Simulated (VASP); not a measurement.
**Geometry relaxation, with input and output: Rh (part 3 of 4)**

The same run, continued: Rh (slab, 6 atoms in the cell); Kohn-Sham DFT of a periodic cell, optB86b-vdW, VASP PAW PBE potentials, recommended, no spin polarisation (VASP 6.6.1); cutoff 520 eV, 11×11×1 k-mesh, Gaussian smearing of 0.05 eV. The structure derives from an entry of the Crystallography Open Database. It belongs to a series of runs on one base structure; here: the (1 1 1) slab of Rh, cut from the database cell, not relaxed.

Geometry of the input (Å; fractional positions):
```
2.6892  0.0000  -0.0000
-1.3446  2.3289  0.0000
0.0000  0.0000  25.9786
Rh 0.6667  0.3333  0.2887
Rh 0.3333  0.6667  0.3732
Rh 0.0000  0.0000  0.4577
Rh 0.6667  0.3333  0.5423
Rh 0.3333  0.6667  0.6268
Rh 0.0000  0.0000  0.7113
```

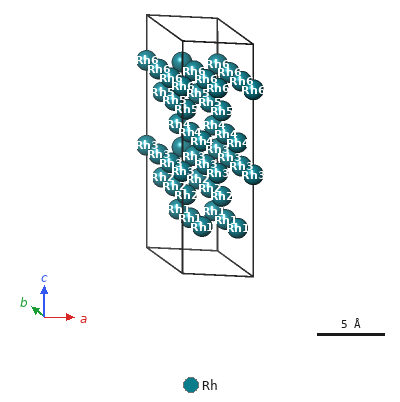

Fig. 1: The geometry at step 2 of the log (spheres-only view of the 2 × 3 repeat of the cell, with the vacuum cut short, seen slightly off an axis; atoms are numbered from 1 in the order of the input).

## Parts of OUTCAR, continued
```
------------------------ aborting loop because EDIFF is reached ----------------------------------------

  FORCE on cell =-STRESS in cart. coord.  units (eV):
  Direction    XX          YY          ZZ          XY          YZ          ZX
  --------------------------------------------------------------------------------------
  -------------------------------------------------------------------------------------
  Total       -2.5144365     -2.5144365     -1.0584416      0.0000000      0.0000000      0.0000000
  in kB      -24.7604951    -24.7604951    -10.4228271      0.0000000      0.0000000      0.0000000
  external PRESSURE =     -19.9812725 kB  Pullay stress =       0.0000000 kB

 VOLUME and BASIS-vectors are now :
 -----------------------------------------------------------------------------
  energy-cutoff  :      520.00
  volume of cell :      162.70
      direct lattice vectors                 reciprocal lattice vectors
     2.689197800  0.000000000  0.000000000     0.371858106  0.214692378  0.000000000
    -1.344598900  2.328913610  0.000000000     0.000000000  0.429384755  0.000000000
     0.000000000  0.000000000 25.978604044     0.000000000  0.000000000  0.038493215

 POSITION                                       TOTAL-FORCE (eV/Angst)
 -----------------------------------------------------------------------------------
      1.34460      0.77630      7.50000         0.000000      0.000000      0.297509
     -0.00000      1.55261      9.69572        -0.000000      0.000000     -0.127508
      0.00000      0.00000     11.89144        -0.000000     -0.000000     -0.158377
      1.34460      0.77630     14.10061        -0.000000     -0.000000     -0.016832
     -0.00000      1.55261     16.27625         0.000000     -0.000000     -0.009023
     -0.00000      0.00000     18.43380        -0.000000     -0.000000      0.014230
 -----------------------------------------------------------------------------------
    total drift:                               -0.000000      0.000000      0.000163

  FREE ENERGIE OF THE ION-ELECTRON SYSTEM (eV)
  ---------------------------------------------------
  free  energy   TOTEN  =       -23.0921778819 eV

  energy  without entropy=      -23.0762140201  energy(sigma->0) =      -23.08419595

Total vdW correction in eV:     13.4144412

 dipolmoment           0.000000      0.000000      0.000089 electrons x Angstroem

--------------------------------------- Ionic step       11  -------------------------------------------

 number of electron      90.0000006 magnetization

 dipolmoment           0.000000      0.000000     -0.000476 electrons x Angstroem

 Free energy of the ion-electron system (eV)
  ---------------------------------------------------
  ext. energy  EPLUGINS =         0.00000000
  ---------------------------------------------------
  free energy    TOTEN  =       -23.09219454 eV

  energy without entropy =      -23.07629891  energy(sigma->0) =      -23.08424672

 E-fermi :   3.3201     XC(G=0):  -8.2373     alpha+bet : -9.5247

 val. band max:        3.3134532825   @ k =   0.4545  -0.0000   0.0000
 cond. band min:       3.3373880725   @ k =   0.1818   0.0909   0.0000
 fundamental gap:      0.0239347900
 Fermi energy:         3.3201357450

 k-point     1 :       0.0000    0.0000    0.0000
  band No.  band energies     occupation
      1     -43.7203      2.00000
      2     -43.5809      2.00000
      3     -43.3497      2.00000
      4     -43.1273      2.00000
      5     -43.1206      2.00000
      6     -43.1206      2.00000
      7     -43.0913      2.00000
      8     -43.0913      2.00000
      9     -43.0476      2.00000
     10     -43.0476      2.00000
     11     -43.0044      2.00000
     12     -43.0044      2.00000
     13     -42.7713      2.00000
     14     -42.7381      2.00000
     15     -42.7125      2.00000
     16     -42.7125      2.00000
     17     -42.6828      2.00000
     18     -42.6828      2.00000
     19      -4.3755      2.00000
     20      -3.7042      2.00000
     21      -2.9070      2.00000
     22      -2.7272      2.00000
     23      -2.3917      2.00000
     24      -2.2954      2.00000
     25       0.0906      2.00000
     26       0.1448      2.00000
     27       0.2371      2.00000
     28       0.2371      2.00000
     29       0.3275      2.00000
     30       0.3275      2.00000
     31       0.4044      2.00000
     32       0.4343      2.00000
     33       0.4343      2.00000
     34       0.5308      2.00000
     35       0.5308      2.00000
     36       0.8501      2.00000
     37       0.8501      2.00000
     38       0.9227      2.00000
     39       0.9227      2.00000
     40       1.0172      2.00000
     41       2.3001      2.00000
     42       2.3001      2.00000
     43       2.3216      2.00000
     44       2.3216      2.00000
     45       2.3239      2.00000
     46       2.5859      2.00000
     47       2.5859      2.00000
     48       3.0754      2.00000
     49       3.0754      2.00000
     50       3.5806      0.00000
     51       3.5806      0.00000
     52       3.8325      0.00000
     53       3.8455      0.00000
     54       3.8455      0.00000

 k-point     2 :       0.0909    0.0000    0.0000
  band No.  band energies     occupation
      1     -43.7042      2.00000
      2     -43.5721      2.00000
      3     -43.3548      2.00000
      4     -43.1761      2.00000
      5     -43.1440      2.00000
      6     -43.1331      2.00000
      7     -43.1225      2.00000
      8     -43.1037      2.00000
      9     -43.0767      2.00000
     10     -43.0581      2.00000
     11     -43.0473      2.00000
     12     -43.0128      2.00000
     13     -42.7702      2.00000
     14     -42.7533      2.00000
     15     -42.7369      2.00000
     16     -42.7239      2.00000
     17     -42.7230      2.00000
     18     -42.6933      2.00000
     19      -4.0877      2.00000
     20      -3.4279      2.00000
     21      -2.6374      2.00000
     22      -2.4871      2.00000
     23      -2.1431      2.00000
     24      -2.0322      2.00000
     25      -0.2084      2.00000
     26      -0.0796      2.00000
     27       0.0449      2.00000
     28       0.1785      2.00000
     29       0.2938      2.00000
     30       0.3818      2.00000
     31       0.4428      2.00000
     32       0.4726      2.00000
     33       0.6118      2.00000
     34       0.6334      2.00000
     35       0.7179      2.00000
     36       0.7418      2.00000
     37       0.7727      2.00000
     38       0.9455      2.00000
     39       1.0347      2.00000
     40       1.1197      2.00000
     41       1.6061      2.00000
     42       2.0349      2.00000
     43       2.0351      2.00000
     44       2.3258      2.00000
     45       2.3653      2.00000
     46       2.5860      2.00000
     47       2.6336      2.00000
     48       2.7095      2.00000
     49       3.0849      2.00000
     50       3.0862      2.00000
     51       3.5914      0.00000
     52       3.8650      0.00000
     53       3.9698      0.00000
     54       5.0443      0.00000

 k-point     3 :       0.1818   -0.0000    0.0000
  band No.  band energies     occupation
      1     -43.6609      2.00000
      2     -43.5521      2.00000
      3     -43.3889      2.00000
      4     -43.2948      2.00000
      5     -43.2448      2.00000
      6     -43.2140      2.00000
      7     -43.1664      2.00000
      8     -43.1480      2.00000
      9     -43.1364      2.00000
     10     -43.1064      2.00000
     11     -43.0862      2.00000
     12     -43.0358      2.00000
     13     -42.8722      2.00000
     14     -42.8431      2.00000
     15     -42.7579      2.00000
     16     -42.7510      2.00000
     17     -42.7240      2.00000
     18     -42.7215      2.00000
     19      -3.3302      2.00000
     20      -2.7491      2.00000
     21      -2.0751      2.00000
     22      -1.9380      2.00000
     23      -1.6067      2.00000
     24      -1.4167      2.00000
     25      -0.8041      2.00000
     26      -0.4751      2.00000
     27      -0.4050      2.00000
     28      -0.2586      2.00000
     29      -0.1417      2.00000
     30       0.4017      2.00000
     31       0.5060      2.00000
     32       0.5709      2.00000
     33       0.7201      2.00000
     34       0.7914      2.00000
     35       0.8412      2.00000
     36       1.0264      2.00000
     37       1.0842      2.00000
     38       1.0953      2.00000
     39       1.2214      2.00000
     40       1.4761      2.00000
     41       1.5685      2.00000
     42       1.6542      2.00000
     43       1.7890      2.00000
     44       1.9771      2.00000
     45       2.1298      2.00000
     46       2.3535      2.00000
     47       2.7003      2.00000
     48       2.7208      2.00000
     49       3.0990      2.00000
     50       3.6119      0.00000
     51       3.7603      0.00000
     52       3.9113      0.00000
     53       5.0843      0.00000
     54       6.4502      0.00000

 k-point     4 :       0.2727   -0.0000    0.0000
  band No.  band energies     occupation
      1     -43.6130      2.00000
      2     -43.5461      2.00000
      3     -43.4877      2.00000
      4     -43.4453      2.00000
      5     -43.3765      2.00000
      6     -43.3192      2.00000
      7     -43.2269      2.00000
      8     -43.2095      2.00000
      9     -43.1783      2.00000
     10     -43.1341      2.00000
     11     -43.1226      2.00000
     12     -43.0667      2.00000
     13     -43.0132      2.00000
     14     -42.9861      2.00000
     15     -42.7876      2.00000
     16     -42.7583      2.00000
     17     -42.7496      2.00000
     18     -42.7139      2.00000
     19      -2.5649      2.00000
     20      -2.2187      2.00000
     21      -2.0643      2.00000
     22      -1.8113      2.00000
     23      -1.6137      2.00000
     24      -1.3594      2.00000
     25      -1.1630      2.00000
     26      -0.9937      2.00000
     27      -0.6190      2.00000
     28      -0.2420      2.00000
     29      -0.0175      2.00000
     30       0.2472      2.00000
     31       0.4542      2.00000
     32       0.6497      2.00000
     33       0.6961      2.00000
     34       0.9500      2.00000
     35       1.1103      2.00000
     36       1.2705      2.00000
     37       1.4371      2.00000
     38       1.5710      2.00000
     39       1.6397      2.00000
     40       1.9151      2.00000
     41       2.1576      2.00000
     42       2.1826      2.00000
     43       2.3721      2.00000
     44       2.4118      2.00000
     45       2.6491      2.00000
     46       2.7877      2.00000
     47       2.9638      2.00000
     48       3.1510      2.00000
     49       3.1712      1.99997
     50       3.6316      0.00000
     51       3.9633      0.00000
     52       4.5602      0.00000
     53       6.2066      0.00000
     54       7.8317      0.00000

 k-point     5 :       0.3636    0.0000    0.0000
  band No.  band energies     occupation
      1     -43.6425      2.00000
      2     -43.6250      2.00000
      3     -43.5821      2.00000
      4     -43.5459      2.00000
      5     -43.4597      2.00000
      6     -43.3653      2.00000
      7     -43.2727      2.00000
      8     -43.2486      2.00000
      9     -43.2162      2.00000
     10     -43.1752      2.00000
     11     -43.1559      2.00000
     12     -43.1239      2.00000
     13     -43.0979      2.00000
     14     -43.0956      2.00000
     15     -42.8210      2.00000
     16     -42.7918      2.00000
     17     -42.7428      2.00000
     18     -42.7053      2.00000
     19      -2.4936      2.00000
     20      -2.4603      2.00000
     21      -2.2227      2.00000
     22      -2.1194      2.00000
     23      -2.0133      2.00000
     24      -1.6946      2.00000
     25      -1.5704      2.00000
     26      -1.3803      2.00000
     27      -0.8812      2.00000
     28      -0.2485      2.00000
     29       0.1719      2.00000
     30       0.3369      2.00000
     31       0.4869      2.00000
     32       0.6062      2.00000
     33       0.9584      2.00000
     34       1.0632      2.00000
     35       1.3889      2.00000
     36       1.7187      2.00000
     37       2.1511      2.00000
     38       2.4659      2.00000
     39       2.5149      2.00000
     40       2.9661      2.00000
     41       3.0178      2.00000
     42       3.2297      1.98947
     43       3.2554      1.93298
     44       3.3437      0.50519
     45       3.4913      0.00000
     46       3.5776      0.00000
     47       3.6636      0.00000
     48       3.7936      0.00000
     49       3.7937      0.00000
     50       4.0055      0.00000
     51       4.0419      0.00000
     52       5.4694      0.00000
     53       7.2833      0.00000
     54       9.0991      0.00000

 [... the levels of 10 k-points are left out ...]

 k-point    16 :       0.3636    0.2727    0.0000
  band No.  band energies     occupation
      1     -43.6139      2.00000
      2     -43.5781      2.00000
      3     -43.5549      2.00000
      4     -43.5457      2.00000
      5     -43.4842      2.00000
      6     -43.4567      2.00000
      7     -43.4287      2.00000
      8     -43.3823      2.00000
      9     -43.3298      2.00000
     10     -43.2823      2.00000
     11     -43.2226      2.00000
     12     -43.1949      2.00000
     13     -43.1174      2.00000
     14     -43.0911      2.00000
     15     -43.0235      2.00000
     16     -42.9969      2.00000
     17     -42.7321      2.00000
     18     -42.6931      2.00000
     19      -1.9014      2.00000
     20      -1.5322      2.00000
     21      -1.4918      2.00000
     22      -1.4109      2.00000
     23      -1.1882      2.00000
     24      -1.1008      2.00000
     25      -1.0257      2.00000
     26      -0.8644      2.00000
     27      -0.7508      2.00000
     28      -0.4778      2.00000
     29      -0.4232      2.00000
     30       0.0162      2.00000
     31       0.1966      2.00000
     32       0.4689      2.00000
     33       0.4991      2.00000
     34       0.8057      2.00000
     35       0.9102      2.00000
     36       1.2534      2.00000
     37       1.3069      2.00000
     38       1.6247      2.00000
     39       1.9184      2.00000
     40       2.1549      2.00000
     41       2.3716      2.00000
     42       2.5015      2.00000
     43       3.2258      1.99238
     44       3.2880      1.63669
     45       3.5169      0.00000
     46       3.5793      0.00000
     47       3.7683      0.00000
     48       3.7943      0.00000
     49       9.2905      0.00000
     50       9.4565      0.00000
     51       9.7538      0.00000
     52      10.1378      0.00000
     53      10.6608      0.00000
     54      11.2398      0.00000

------------------------ aborting loop because EDIFF is reached ----------------------------------------

 vacuum level on the upper side and lower side of the slab       (xc-potential included)        -1.543        -1.571

  FORCE on cell =-STRESS in cart. coord.  units (eV):
  Direction    XX          YY          ZZ          XY          YZ          ZX
  --------------------------------------------------------------------------------------
  -------------------------------------------------------------------------------------
  Total       -2.5224732     -2.5224732     -1.0712924      0.0000000     -0.0000000      0.0000000
  in kB      -24.8396347    -24.8396347    -10.5493731      0.0000000     -0.0000000      0.0000000
  external PRESSURE =     -20.0762142 kB  Pullay stress =       0.0000000 kB

 VOLUME and BASIS-vectors are now :
 -----------------------------------------------------------------------------
  energy-cutoff  :      520.00
  volume of cell :      162.70
      direct lattice vectors                 reciprocal lattice vectors
     2.689197800  0.000000000  0.000000000     0.371858106  0.214692378  0.000000000
    -1.344598900  2.328913610  0.000000000     0.000000000  0.429384755  0.000000000
     0.000000000  0.000000000 25.978604044     0.000000000  0.000000000  0.038493215

 POSITION                                       TOTAL-FORCE (eV/Angst)
 -----------------------------------------------------------------------------------
      1.34460      0.77630      7.50000         0.000000      0.000000      0.296977
     -0.00000      1.55261      9.69572        -0.000000     -0.000000     -0.129675
      0.00000      0.00000     11.89144         0.000000      0.000000     -0.173704
      1.34460      0.77630     14.09797        -0.000000      0.000000      0.006889
     -0.00000      1.55261     16.27440        -0.000000      0.000000      0.008050
      2.68920      0.00000     18.43462        -0.000000     -0.000000     -0.008538
 -----------------------------------------------------------------------------------
    total drift:                               -0.000000      0.000000      0.000444

  FREE ENERGIE OF THE ION-ELECTRON SYSTEM (eV)
  ---------------------------------------------------
  free  energy   TOTEN  =       -23.0921945366 eV

  energy  without entropy=      -23.0762989133  energy(sigma->0) =      -23.08424672

Total vdW correction in eV:     13.4148490

 reached required accuracy - stopping structural energy minimisation

 vacuum level on the upper side and lower side of the slab         7.176         7.025
```

## CONTCAR
```
Rh
   1.00000000000000
     2.6891977995000000    0.0000000000000000    0.0000000000000000
    -1.3445988998000000    2.3289136101999999    0.0000000000000000
     0.0000000000000000    0.0000000000000000   25.9786040438000008
  Rh
     6
Selective dynamics
Direct
     0.6666666667000030    0.3333333332999970    0.2886991151000018   F   F   F
     0.3333333332999970    0.6666666667000030    0.3732194691000004   F   F   F
     0.0000000000000000    0.0000000000000000    0.4577398229999972   F   F   F
     0.6666666667000030    0.3333333332999970    0.5426762557638554   T   T   T
     0.3333333332999970    0.6666666667000030    0.6264540003828457   T   T   T
     1.0000000000000000    0.0000000000000000    0.7096076579616635   T   T   T

  0.00000000E+00  0.00000000E+00  0.00000000E+00
  0.00000000E+00  0.00000000E+00  0.00000000E+00
  0.00000000E+00  0.00000000E+00  0.00000000E+00
  0.00000000E+00  0.00000000E+00  0.00000000E+00
  0.00000000E+00  0.00000000E+00  0.00000000E+00
  0.00000000E+00  0.00000000E+00  0.00000000E+00
```

## Trajectory as extended XYZ (Å, eV, eV/Å), 11 frames, from step=0 to step=10
```
6
Lattice="2.6892 0.0000 0.0000 -1.3446 2.3289 0.0000 0.0000 0.0000 25.9786" Properties=species:S:1:pos:R:3:forces:R:3 step=0 energy=-23.08490
Rh    1.3446    0.7763    7.5000    0.0000   0.0000   0.2930
Rh    0.0000    1.5526    9.6957    0.0000   0.0000  -0.1310
Rh    0.0000    0.0000   11.8914    0.0000   0.0000  -0.2251
Rh    1.3446    0.7763   14.0872    0.0000   0.0000   0.2246
Rh    0.0000    1.5526   16.2829    0.0000   0.0000   0.1311
Rh    0.0000    0.0000   18.4786    0.0000   0.0000  -0.2927
6
Lattice="2.6892 0.0000 0.0000 -1.3446 2.3289 0.0000 0.0000 0.0000 25.9786" Properties=species:S:1:pos:R:3:forces:R:3 step=1 energy=-23.09018
Rh    1.3446    0.7763    7.5000    0.0000   0.0000   0.2956
Rh    0.0000    1.5526    9.6957    0.0000   0.0000  -0.1240
Rh    0.0000    0.0000   11.8914    0.0000   0.0000  -0.1607
Rh    1.3446    0.7763   14.0980    0.0000   0.0000   0.1128
Rh    0.0000    1.5526   16.2892    0.0000   0.0000   0.0136
Rh    1.3446    2.3289   18.4645    0.0000   0.0000  -0.1374
6
Lattice="2.6892 0.0000 0.0000 -1.3446 2.3289 0.0000 0.0000 0.0000 25.9786" Properties=species:S:1:pos:R:3:forces:R:3 step=2 energy=-23.09142
Rh    1.3446    0.7763    7.5000    0.0000   0.0000   0.2983
Rh    0.0000    1.5526    9.6957    0.0000   0.0000  -0.1184
Rh    0.0000    0.0000   11.8914    0.0000   0.0000  -0.1065
Rh    1.3446    0.7763   14.1076    0.0000   0.0000   0.0153
Rh    0.0000    1.5526   16.2948    0.0000   0.0000  -0.0961
Rh    0.0000    0.0000   18.4520    0.0000   0.0000   0.0074
6
Lattice="2.6892 0.0000 0.0000 -1.3446 2.3289 0.0000 0.0000 0.0000 25.9786" Properties=species:S:1:pos:R:3:forces:R:3 step=3 energy=-23.09145
Rh    1.3446    0.7763    7.5000    0.0000   0.0000   0.2979
Rh    0.0000    1.5526    9.6957    0.0000   0.0000  -0.1188
Rh    0.0000    0.0000   11.8914    0.0000   0.0000  -0.1146
Rh    1.3446    0.7763   14.1062    0.0000   0.0000   0.0303
Rh    0.0000    1.5526   16.2940    0.0000   0.0000  -0.0783
Rh    0.0000    0.0000   18.4538    0.0000   0.0000  -0.0165
```
